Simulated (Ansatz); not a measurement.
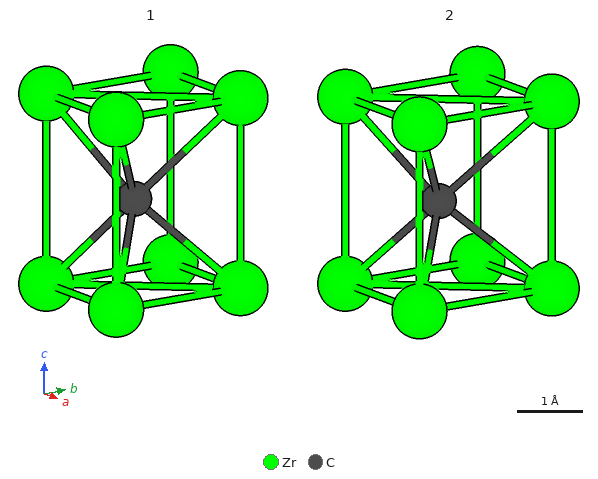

Two geometries of crystalline ZrC (built on the WC type) (coarse preliminary run), drawn at one scale. One is the start of a relaxation, the other its converged end. A ball-and-stick model of the cell of the calculation, seen slightly off an axis.

Level of theory: Ansatz 0.2.0, DFT PBE, scalar-relativistic, plane waves, PAW. (plane-wave cutoff 420 eV; k-point mesh 8 × 8 × 6; occupations gaussian; smearing width 0.05 eV; no spin polarisation; cell and atoms relaxed; force threshold 0.03 eV/Å; at most 60 steps)

Which of the two is the end point?

Answer. Structure 2 is the relaxed one. Over 4 accepted moves (6 points after the start) the energy falls by 148 meV per atom. All forces vanish by symmetry, so only the cell relaxes. The pressure goes from 21.68 to 0.01 GPa. The SCF was repeated twice at an unchanged geometry on a basis and grid sized afresh for the cell, which shifted the energy by 3.7 meV per atom at most. The atoms keep their places relative to the cell (all moves are under 0.005 Å). Cell: a = b 3.069 → 3.263 Å (+6.3 %), c 2.995 → 2.946 Å (−1.6 %). Volume +11.2 %. Among the contacts that change: Zr–Zr 3.069 → 3.263 Å, C–Zr 2.320 → 2.392 Å, Zr–Zr 2.995 → 2.946 Å. Among the angles between lasting bonds that change: Zr–C–Zr 80.4° → 76.0°, Zr–C–Zr 82.8° → 86.0°. The space group stays P-6m2 (No. 187). Cost: 6.4 s on 2 threads of Arm Neoverse V1, with other jobs on the host, peak memory 0.3 GiB.
